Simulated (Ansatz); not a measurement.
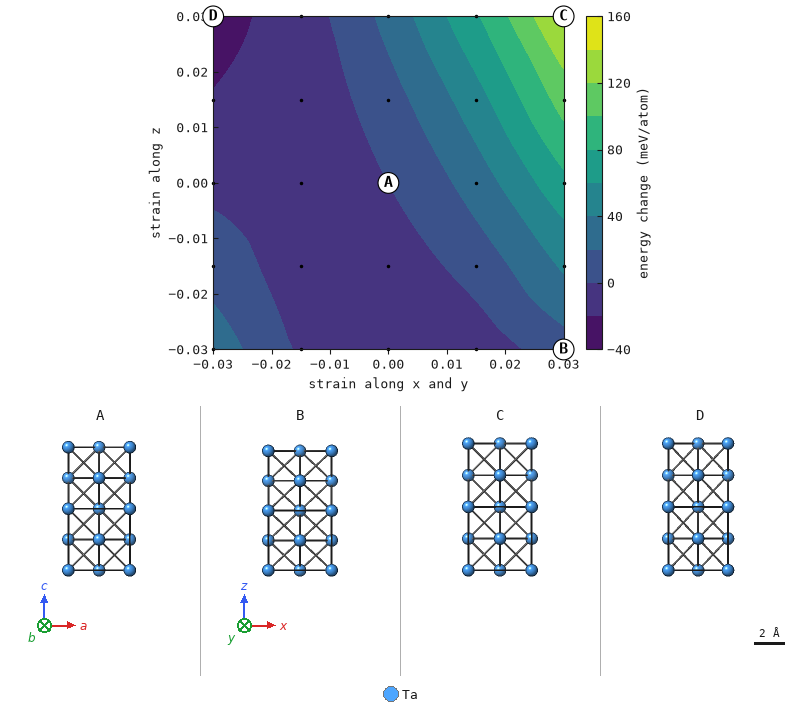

A crystal of Ta (Fm-3m): the cell is strained equally along x and y and separately along z, with the atoms kept at their fractional coordinates. x, y and z are the Cartesian axes of the input. The map is interpolated between the computed points (dots). The lettered frames are marked on it. A ball-and-stick model of the conventional cell (4 times the calculation's cell), repeated 1 × 2 × 2 with one cell outlined, seen along the b axis. Lengths and directions refer to the drawn axes.

Computed with DFT PBEsol, scalar-relativistic, plane waves, PAW in Ansatz 0.2.0. (plane-wave cutoff 420 eV; k-point mesh 20 × 20 × 20; occupations gaussian; smearing width 0.15 eV; no spin polarisation). Energies (free energies at the smearing named) are counted from the cell as listed in its source, which wasn't relaxed.

> Describe the energy landscape.

In pairs of (strain along x and y; strain along z): the lowest computed point lies at (−0.030, 0.030) (−28.6 meV/atom), the highest at (0.030, 0.030) (143.1 meV/atom). It lies on the edge of the grid, so the true minimum may be outside the range scanned. The pressure runs from −19.4 GPa at (0.030, 0.030) to 13.7 GPa at (−0.030, −0.030). The frames lie at A (0.000, 0.000): 0.0 meV/atom, B (0.030, −0.030): 10.7 meV/atom, C (0.030, 0.030): 143.1 meV/atom, D (−0.030, 0.030): −28.6 meV/atom.
